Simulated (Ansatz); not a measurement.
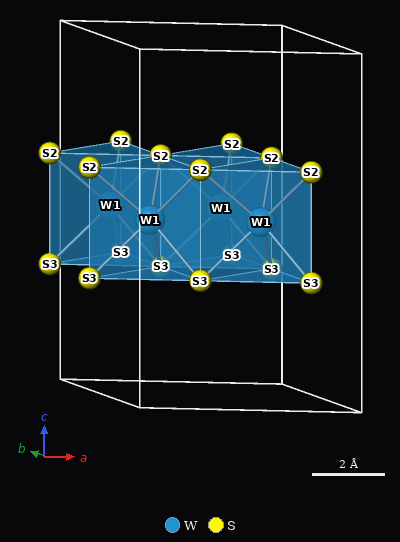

**Figure 1.** The structure (polyhedral view of the 2 × 2 repeat of the cell, with the vacuum cut short, seen slightly off an axis; polyhedra are completed across the faces of the cell; atoms are numbered from 1 in the order of the input).

## WS2: one change and its effect

System: WS2 (P-6m2, 3 atoms in the cell).
Method of run 1: DFT, r2SCAN, PAW, plane waves (Ansatz 0.2.0).

The structure was built on a prototype by a generator. Text and figures count atoms from 1; the logs count them from 0 in places.

Input file, run 1:
```yaml
crystal:
  lattice:
    - [3.145336, 0.000000, 0.000000]
    - [-1.572668, 2.723941, 0.000000]
    - [0.000000, 0.000000, 18.000000]
  atoms:
    - { symbol: W, position: [0.333333, 0.666667, 0.500000] }
    - { symbol: S, position: [0.666667, 0.333333, 0.587062] }
    - { symbol: S, position: [0.666667, 0.333333, 0.412938] }
kpoints:
  mp_grid: { grid: [9, 9, 1] }
  band_path: { path: [VBM, CBM], npoints: 2 }
hamiltonian:
  xc: r2scan
scf:
  occupations: { method: fermi_dirac, width: 0.01 }
output:
  forces: true
  eigenvalues: true
  populations: true
```

Hardware: 8 CPU threads, shared host.

Output, shortened to warnings, some set-up lines, iterations and results (run 1):
```
Basis set: ecut = 500 eV, 3893 PW (Γ), exchange–correlation on 96×96×540 points (64 copies of the dense FFT grid, shifted against one another)
Symmetry: 12 space group operations
k-points: 12 of 81 (time reversal used)
Initial density: superposition of atomic densities (neutral atoms: chi_scale 0, normalization atom), corrected by the library's trained network
[...]
SCF iter   1: F=—  HF=-12211.523824 eV  |F-HF|=—  |Δ(HF+E_count)|=         —  Δρ=5.10e-3  dr2=4.49e-2  dr2_τ=9.19e-2  ethr=1.77e-3  ⟨swp⟩=10.9  Hψ=1602  notcnv=0
SCF iter   2: F=—  HF=-12211.616052 eV  |F-HF|=—  |Δ(HF+E_count)|=   9.22e-2  Δρ=5.36e-3  dr2=1.36e-1  dr2_τ=7.96e-3  ethr=1.73e-4  ⟨swp⟩=4.8  Hψ=662  notcnv=0
SCF iter   3: F=—  HF=-12211.595819 eV  |F-HF|=—  |Δ(HF+E_count)|=   2.02e-2  Δρ=2.08e-3  dr2=2.91e-3  dr2_τ=2.96e-4  ethr=1.73e-4  ⟨swp⟩=3.1  Hψ=384  notcnv=0
SCF iter   4: F=—  HF=-12211.599486 eV  |F-HF|=—  |Δ(HF+E_count)|=   3.67e-3  Δρ=5.30e-4  dr2=4.86e-4  dr2_τ=7.36e-5  ethr=1.12e-5  ⟨swp⟩=3.8  Hψ=619  notcnv=0
SCF iter   5: F=—  HF=-12211.599559 eV  |F-HF|=—  |Δ(HF+E_count)|=   7.29e-5  Δρ=1.38e-4  dr2=5.32e-5  dr2_τ=1.88e-6  ethr=1.87e-6  ⟨swp⟩=3.0  Hψ=459  notcnv=0
SCF iter   6: F=—  HF=-12211.599691 eV  |F-HF|=—  |Δ(HF+E_count)|=   1.33e-4  Δρ=2.28e-5  dr2=4.44e-7  dr2_τ=4.25e-8  ethr=2.05e-7  ⟨swp⟩=2.4  Hψ=344  notcnv=0
SCF iter   7: F=-12211.599694 eV  HF=-12211.599694 eV  |F-HF|=1.86e-8  |Δ(HF+E_count)|=   2.34e-6  Δρ=4.54e-6  dr2=5.36e-8  dr2_τ=5.39e-9  ethr=3.85e-10  ⟨swp⟩=9.3  Hψ=1251  …
SCF 1 converged in 7 iterations: F = -12211.599694 eV  dr2 = 5.36e-8
NSCF: frozen V_eff on 7 k-points
NSCF: frozen V_eff on 7 k-points
NSCF: frozen V_eff on 4 k-points
NSCF: frozen V_eff on 1 k-points
NSCF: frozen V_eff on 1 k-points
NSCF: frozen V_eff on 1 k-points
NSCF: frozen V_eff on 1 k-points
NSCF: frozen V_eff on 3 k-points
SCF converged after 7 iterations
Free energy (F): -12211.599694 eV
Harris-Foulkes:  -12211.599694 eV  (|F-HF|=1.86e-8)
Internal energy: -12211.599694 eV  (E = F + TS)
E sigma→0 (E₀):  -12211.599694 eV
Fermi energy:    0.943872 eV
--- Per-component energies (eV) ---
  E_band       = -493.219164
  E_kinetic    = 667.938116
  E_local      = -13821.368475  (includes V_loc(G=0)·N_el)
  E_nonlocal   = 57.769466
  E_hartree    = 6587.165501
  E_xc         = -433.705799
  E_vxc        = -450.772749  (∫ρ·V_xc dr)
  E_paw        = -9812.274603  (= ΣΔE_a)
  E_vpaw       = -143.664379  (= ΣTr[D̂ρ^β])
  E_aug_tail   = -0.000047  (compensation charges beyond the density's cutoff)
  E_vtau       = 22.530256  (kinetic-family band-sum trace: ∫τ·v_τ [+ j·A + Jᵃ·Aᵃ] dr)
  E_ewald      = 4543.683630
  E_core_change = -0.807482  (= ΣΔE_core)
  E_smearing   = -0.000000  (= −TS)
  E_closure    = 0.000000  (closes the sum)
  Σ components = -12211.599694   (vs F -12211.599694, Δ=0.00e0)
--- Forces (eV/Å), atoms counted from 1 ---
  atom   1  W      0.00000000     0.00000000     0.00000000
  atom   2  S     -0.00000000    -0.00000000     0.09180944
  atom   3  S      0.00000000    -0.00000000    -0.09180944
  max |Σ_I F_I| component: 4.63e-18 eV/Å
--- Löwdin populations: 3 sites ---
  site symbol       q [e]
     0      W     13.5171
     1      S      6.1193
     2      S      6.1193
  spilling = 0.009400 (of n_electrons = 26.000000)
```

The input of run 2 differs as follows (lines with − go, lines with + come):
```diff
-  xc: r2scan
+  xc: hse06
```

Predict how the results change.

The total energies belong to different methods, so their difference says nothing on which is more stable or more accurate. The functional changes from r2SCAN to HSE06. The SCF takes 15 iterations against 7. The default cutoff goes from 500 to 420 eV with the change. The plane waves at Γ go from 3893 to 2989.

Output, shortened to warnings, some set-up lines, iterations and results (run 2):
```
Basis set: ecut = 420 eV, 2989 PW (Γ), exchange–correlation on 48×48×250 points (8 copies of the dense FFT grid, shifted against one another)
Symmetry: 12 space group operations
k-points: 12 of 81 (time reversal used)
Initial density: superposition of atomic densities (neutral atoms: chi_scale 0, normalization atom), corrected by the library's trained network
[...]
SCF iter   1: F=—  HF=-12191.399813 eV  |F-HF|=—  |Δ(HF+E_count)|=         —  Δρ=3.43e-3  dr2=9.93e-3  ethr=1.77e-3  ⟨swp⟩=5.4  Hψ=864  notcnv=0
SCF iter   2: F=—  HF=-12191.403931 eV  |F-HF|=—  |Δ(HF+E_count)|=   4.12e-3  Δρ=1.72e-3  dr2=4.47e-3  ethr=3.82e-5  ⟨swp⟩=4.7  Hψ=588  notcnv=0
SCF iter   3: F=—  HF=-12191.407485 eV  |F-HF|=—  |Δ(HF+E_count)|=   3.55e-3  Δρ=1.60e-3  dr2=1.18e-2  ethr=1.72e-5  ⟨swp⟩=4.2  Hψ=599  notcnv=0  recentre
SCF iter   4: F=-12191.406416 eV  HF=-12191.406243 eV  |F-HF|=1.73e-4  |Δ(HF+E_count)|=   1.24e-3  Δρ=4.45e-4  dr2=1.32e-4  ethr=5.00e-7  ⟨swp⟩=2.9  Hψ=948  notcnv=0
SCF 1 stopped early in 4 iterations: F = -12191.406416 eV  dr2 = 1.32e-4
[... 8 lines ...]
SCF iter   1: F=—  HF=-12193.471225 eV  |F-HF|=—  |Δ(HF+E_count)|=         —  Δρ=2.76e-5  dr2=6.97e-7  ethr=1.60e-7  ⟨swp⟩=3.3  Hψ=513  notcnv=0
SCF iter   2: F=—  HF=-12193.471225 eV  |F-HF|=—  |Δ(HF+E_count)|=   2.40e-7  Δρ=9.36e-6  dr2=6.21e-8  ethr=2.44e-9  ⟨swp⟩=3.1  Hψ=469  notcnv=0
SCF iter   3: F=—  HF=-12193.471225 eV  |F-HF|=—  |Δ(HF+E_count)|=   9.19e-8  Δρ=2.19e-6  dr2=7.05e-9  ethr=1.87e-10  ⟨swp⟩=3.2  Hψ=466  notcnv=0
SCF iter   4: F=-12193.471225 eV  HF=-12193.471225 eV  |F-HF|=7.28e-12  |Δ(HF+E_count)|=   1.14e-9  Δρ=2.83e-7  dr2=2.04e-10  ethr=2.32e-11  ⟨swp⟩=3.7  Hψ=475  notcnv=0
SCF 3 converged in 4 iterations: F = -12193.471225 eV  dr2 = 2.04e-10
  Residual-converged pass: ⟨swp⟩=4.0  Hψ=572  notcnv=0  max |occ|·‖R‖ = 5.4e-7 eV (tolerance 5.4e-7 eV)  dr2=1.94e-10  dr2_onsite=3.96e-12  max |Δocc| = 0.0e0
hybrid outer 2: dexx = +1.655e-7 eV, tail = 4.03e-9 eV, Δε = 1.65e-3 eV (about 3.61e-5 eV left of the loop's levels), ΔF = 3.33e-4 eV/Å (tail 1.03e-4)
NSCF: frozen V_eff on 7 k-points
NSCF: frozen V_eff on 7 k-points
NSCF: frozen V_eff on 4 k-points
NSCF: frozen V_eff on 1 k-points
NSCF: frozen V_eff on 1 k-points
NSCF: frozen V_eff on 1 k-points
NSCF: frozen V_eff on 1 k-points
NSCF: frozen V_eff on 3 k-points
hybrid SCF converged: 2 outer / 11 inner (+4 warm-up), last move |dexx| = 1.65e-7 eV, tail = 4.03e-9 eV
Stability not checked: this state was not tested for a lower state beside it, because the functional holds exact exchange (a hybrid, or Hartree-Fock), whose exchange loop this test does not read (fock_operator; see scf.lower_state_search)
Free energy (F): -12193.471225 eV
Harris-Foulkes:  -12193.471225 eV  (|F-HF|=7.28e-12)
Internal energy: -12193.471225 eV  (E = F + TS)
E sigma→0 (E₀):  -12193.471225 eV
Fermi energy:    0.933058 eV
--- Per-component energies (eV) ---
  E_band       = -517.332514
  E_kinetic    = 665.276416
  E_local      = -13813.497566  (includes V_loc(G=0)·N_el)
  E_nonlocal   = 57.935496
  E_hartree    = 6582.645936
  E_xc         = -369.184619
  E_vxc        = -331.210894  (∫ρ·V_xc dr)
  E_exx        = -63.413224  (= α·E_x^exact, valence–valence)
  E_paw        = -9793.807698  (= ΣΔE_a)
  E_vpaw       = -134.301560  (= ΣTr[D̂ρ^β])
  E_aug_tail   = -0.000062  (compensation charges beyond the density's cutoff)
  E_ewald      = 4543.683630
  E_core_change = -3.109535  (= ΣΔE_core)
  E_smearing   = -0.000000  (= −TS)
  E_closure    = 0.000000  (closes the sum)
  Σ components = -12193.471225   (vs F -12193.471225, Δ=1.82e-12)
--- Forces (eV/Å), atoms counted from 1 ---
  atom   1  W      0.00000000     0.00000000     0.00000000
  atom   2  S      0.00000000    -0.00000000    -0.11118428
  atom   3  S      0.00000000    -0.00000000     0.11118428
  max |Σ_I F_I| component: 1.85e-17 eV/Å
--- Löwdin populations: 3 sites ---
  site symbol       q [e]
     0      W     13.4932
     1      S      6.1235
     2      S      6.1235
  spilling = 0.009993 (of n_electrons = 26.000000)
```

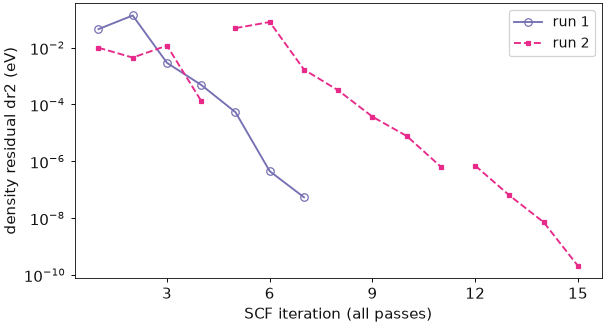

**Figure 2.** Convergence of the two runs: density residual dr2 against the SCF iteration. A break in a curve parts two SCF passes. Run 1 takes 7 iterations in all, and run 2 takes 15.

The two runs side by side:

| quantity | run 1 | run 2 |
| --- | --- | --- |
| outcome | converged | converged |
| free energy per atom (eV) | −4070.5332 | −4064.4904 |
| largest force (eV/Å) | 0.092 | 0.111 |
| SCF iterations | 7 | 15 |
| irreducible k-points | 12 | 12 |
| plane waves at Γ | 3893 | 2989 |
| wall time (shared host) | 2.3 s | 15 s |

For both runs: Warnings: the structure was made exactly symmetric. Spin–orbit coupling is left out, which matters for W.
